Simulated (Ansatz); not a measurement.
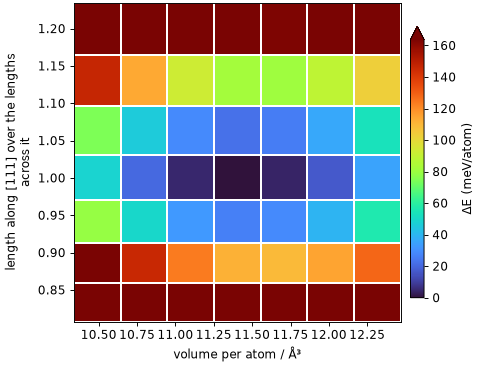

Energy landscape of AlNi₃ (Fm-3m, No. 225; 4 atoms in the cell). The energy is mapped over volume and the cell's shape. Coordinates scanned: (1) volume per atom; (2) length along [111] over the lengths across it, relative to the cubic cell. Nothing is relaxed (fractional coordinates fixed). Grid: 7 × 7 points. Points are written as (first, second). Energies: meV/atom, counted from the lowest grid point. The runs have no spin polarisation; a magnetic state may lie lower. These are results of Ansatz, DFT PBE, scalar-relativistic, plane waves, PAW, not measurements. Settings: cutoff 520 eV, k-mesh 14×14×14, gaussian smearing 0.15 eV, no spin polarisation.

Drawn: one coloured cell a grid point, one colour for all values above the top of the scale. 

### What does the map say about the system?

The lowest grid point is at (11.403 Å³, 1.000). No other kind of well shows on this grid. The highest grid point, (10.491 Å³, 0.834), lies 370 meV/atom above the lowest. Round the minimum the two coordinates are nearly uncoupled.

The input of one point:

```yaml
crystal:
  lattice:
    - [0.0, 2.8358889503, 2.8358889503]
    - [2.8358889503, 0.0, 2.8358889503]
    - [2.8358889503, 2.8358889503, 0.0]
  atoms:
    - { symbol: Al, position: [0.5, 0.5, 0.5] }
    - { symbol: Ni, position: [0.25, 0.25, 0.25] }
    - { symbol: Ni, position: [0.0, 0.0, 0.0] }
    - { symbol: Ni, position: [0.75, 0.75, 0.75] }
basis:
  ecutwfc: 520.0
kpoints:
  mp_grid: { grid: [14, 14, 14] }
hamiltonian:
  xc: pbe
  pseudopotentials: { kind: paw, azcp: { folder: soft_1 } }
scf:
  occupations: { method: gaussian, width: 0.15 }
output:
  forces: true
  stress: true
  eigenvalues: true
```

The whole map (49 points run) took 14 min on 4 threads of Arm Neoverse N1 (shared host).
